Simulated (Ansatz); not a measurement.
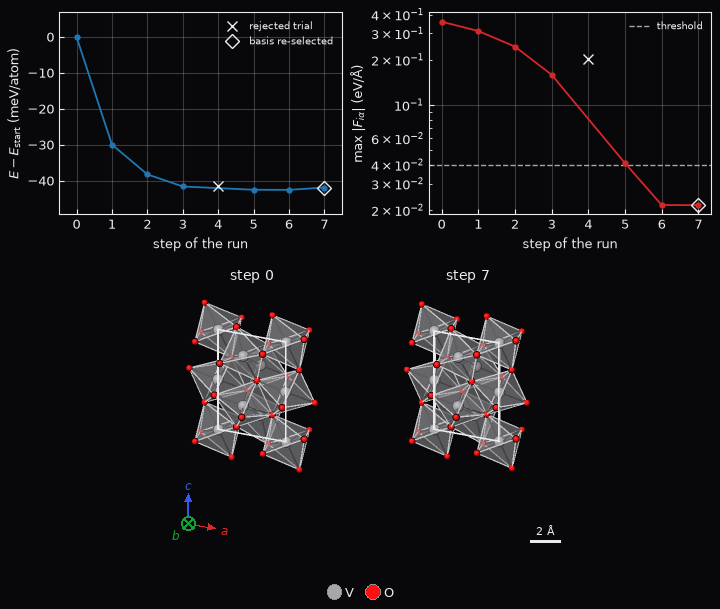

First and last geometry of a relaxation of crystalline V$_{3}$O$_{5}$ (built on the database_9 type) (coarse preliminary run), with the history of the run. The picture is a polyhedral view of the cell of the calculation, seen along the b axis.

Case: structure listed in a database for this formula (Cc, No. 9).

Level of theory: Ansatz 0.2.0, DFT r2SCAN, scalar-relativistic, plane waves, PAW. Settings: plane-wave cutoff 500 eV; k-point mesh 4 × 4 × 4; occupations gaussian; smearing width 0.1 eV; collinear spin; cell and atoms relaxed; force threshold 0.04 eV/Å; at most 70 steps.

Read the history and describe the run.

It converged. Over 5 accepted moves (7 points after the start) the energy falls by 41.9 meV per atom. Largest force component: 0.36 eV/Å at the start, 0.022 eV/Å at the end. Pressure: −12.74 GPa at the start and 0.06 GPa at the end. The line search rejected the trial step at point 4 of the run. The SCF was repeated once at an unchanged geometry on a basis and grid sized afresh for the cell, which shifted the energy by 0.6 meV per atom at most. The largest moves relative to the cell, 0.092 Å, are those of O atoms. Largest moves by element: O 0.092 Å, V 0.045 Å. The volume changes by −7.2 %, with a 5.196 → 4.968 Å (−4.4 %), b 5.714 → 5.598 Å (−2.0 %), c 7.109 → 7.004 Å (−1.5 %), α 109.7° → 109.8°, γ 117.0° → 116.3°. Some distances before and after: V–V 3.079 → 2.932 Å, O–V 2.062 → 1.931 Å, O–V 1.939 → 1.820 Å, V–V 3.054 → 2.935 Å. Among the angles between lasting bonds that change: V–O–V 102.0° → 97.0°, O–V–O 97.2° → 92.7°, O–V–O 83.1° → 87.2°. The space group (tolerance 0.01 Å) goes from Cc (No. 9) to C2/c (No. 15). The run took 12 min on 4 threads of Intel(R) Xeon(R) Platinum 8375C CPU @ 2.90GHz (Ice Lake), with other jobs on the host, peak memory 1.8 GiB.
